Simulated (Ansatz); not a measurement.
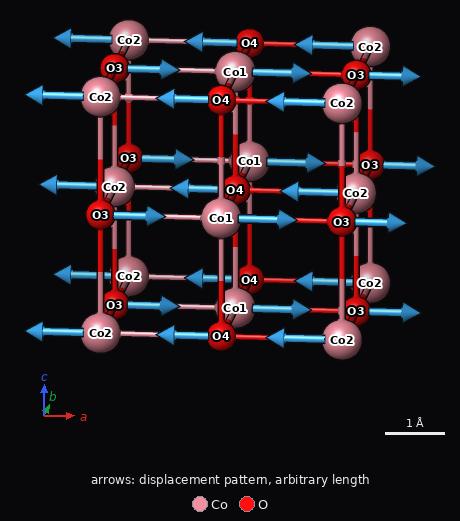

The lowest mode of a crystal of CoO, space group Fm-3m (No. 225), at the zone centre of a doubled cell. The blue arrows give the relative displacements of the atoms. Style: ball-and-stick. Shown: the conventional cell (2 times the calculation's cell), from a free direction. Lengths and directions refer to the drawn axes.

Level of theory: Ansatz 0.2.0, DFT PBEsol, scalar-relativistic, plane waves, PAW.

Input
```yaml
crystal:
  lattice:
    - [0.0, -2.08345615, -2.08345615]
    - [0.0, 2.08345615, -2.08345615]
    - [4.1669122999, 0.0, 0.0]
  atoms:
    - { symbol: Co, position: [0.5, 0.5, 0.5], spin: 2.57 }
    - { symbol: Co, position: [0.0, 0.0, 0.0], spin: 2.57 }
    - { symbol: O, position: [0.5, 0.5, 0.0], spin: 0.32 }
    - { symbol: O, position: [1.0, 0.0, 0.5], spin: 0.32 }
basis:
  ecutwfc: 420
kpoints:
  mp_grid: { grid: [20, 20, 14] }
hamiltonian:
  xc: pbesol
scf:
  occupations: { method: gaussian, width: 0.15 }
output:
  eigenvalues: true
  populations: true
magnetization:
  spin_polarized: true
phonons:
  method: fd
  supercell: [1, 1, 1]
  amplitude: 0.02
  eigenvectors: true
  dielectric: false
```

Command:
```bash
ansatz run input.yaml --threads 2 --pin off --max-ram 5120MiB --backend cpu --events-out ev --progress --plain --runs-dir out
```

> Is this crystal at a minimum with respect to the drawn distortion?

No. This is a non-degenerate mode at 123i cm⁻¹, the lowest level (the three translations aside). All motion is along a; atoms of one kind move against one another, with no net shift of any sublattice; it mainly bends the Co–O bonds; the kinetic energy is shared as Co 82 %, O 18 %. It changes sign from one half of the doubled cell to the other: it belongs to the zone boundary, q = (0, 1/2, 1/2) in the reciprocal vectors of the undoubled cell. The frequency is imaginary, so the structure is unstable against this distortion. Freezing in the drawn pattern lowers the space group from Fm-3m to P4/nmm (No. 129). In all, 2 levels are unstable: non-degenerate 123i cm⁻¹, doubly degenerate 88i cm⁻¹.
